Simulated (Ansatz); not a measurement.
Consider HfO2.

The calculation's input:

```
crystal:
  lattice:
    - [5.24650629, 0.0, 0.0]
    - [0.0, 5.030368924, 0.0]
    - [0.0, 0.0, 5.1098920052]
  atoms:
    - { symbol: Hf, position: [0.0327564825, 0.2668120232, 0.2399633115] }
    - { symbol: Hf, position: [0.4672435175, 0.2668120232, 0.7399633115] }
    - { symbol: Hf, position: [0.5327564825, 0.7331879768, 0.2399633115] }
    - { symbol: Hf, position: [0.9672435175, 0.7331879768, 0.7399633115] }
    - { symbol: O, position: [0.3656608023, 0.0681958556, 0.3826913828] }
    - { symbol: O, position: [0.1343391977, 0.0681958556, 0.8826913828] }
    - { symbol: O, position: [0.7308114833, 0.4620481837, 0.4903453058] }
    - { symbol: O, position: [0.7691885167, 0.4620481837, 0.9903453058] }
    - { symbol: O, position: [0.2691885167, 0.5379518163, 0.9903453058] }
    - { symbol: O, position: [0.2308114833, 0.5379518163, 0.4903453058] }
    - { symbol: O, position: [0.8656608023, 0.9318041444, 0.3826913828] }
    - { symbol: O, position: [0.6343391977, 0.9318041444, 0.8826913828] }
kpoints:
  mp_grid: { grid: [4, 4, 4] }
  band_path:
    path:
      - [0.0, 0.0, 0.0]
      - [0.5, 0.0, 0.0]
      - [0.5, 0.5, 0.0]
      - [0.0, 0.5, 0.0]
      - [0.0, 0.0, 0.5]
      - [0.5, 0.0, 0.5]
      - [0.5, 0.5, 0.5]
      - [0.0, 0.5, 0.5]
      - [0.1, 0.5, 0.0]
      - [0.270833, -0.5, 0.354167]
    npoints: 1
hamiltonian:
  xc: hse06
scf:
  occupations: { method: fixed }
  n_extra_bands: 7
output:
  forces: true
  stress: true
  eigenvalues: true
  write_density: true
  write_potential: true
  elf: true
  volumetric_format: npy
```

Below, planes, directions and counts refer to the conventional cell (a = 5.25 Å, b = 5.03 Å, c = 5.11 Å, α = 90.00°, β = 90.00°, γ = 90.00°).

Space group Pca2₁; a structure from a database of computed crystals, not necessarily the ambient phase; started from the database structure prototype, which need not be the ambient phase; changed on purpose from its base cell (uniaxial z strain +1.0%); computed pressure about −2 GPa in this cell.

All numbers below come from Ansatz 0.2.0, DFT, HSE06, plane waves, PAW.

**What can the converged valence pseudo-density and electron localisation function tell about the bonding?**

Hf–O (2.03 Å): ρ at the midpoint is about 0.88 e/Å³; the ELF peaks at about 0.85 in the valence shell of O, 0.6 Å from its nucleus, and drops to about 0.20 between the two atoms; no shared electron pair shows on this line.
Hf–O (2.12 Å): ρ is about 0.69 e/Å³ halfway; the ELF peaks at about 0.85 in the valence shell of O, 0.6 Å from its nucleus, and drops to about 0.20 between the two atoms; no localised pair shows between them.
Hf–O (2.24 Å): ρ is about 0.5 e/Å³ halfway; the ELF peaks at about 0.85 in the valence shell of O, 0.6 Å from its nucleus, and drops to about 0.15 between the two atoms (no shared electron pair shows on this line).

**Metal or insulator at this level of theory?**

It is gapped, with a Kohn–Sham gap of 6.0 eV on the k-point mesh, an upper bound to the gap of this method.

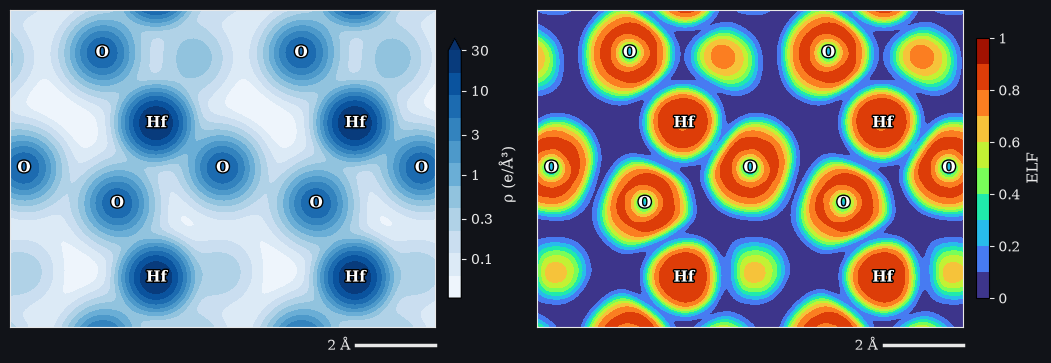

Computed valence pseudo-density and electron localisation function on the (101) plane of the conventional cell, in this order. Atoms just off the plane (O, 0.8 Å away) can leave unmarked features too.

The density is the valence pseudo-density of a PAW calculation; it isn't the true density close to the nuclei.
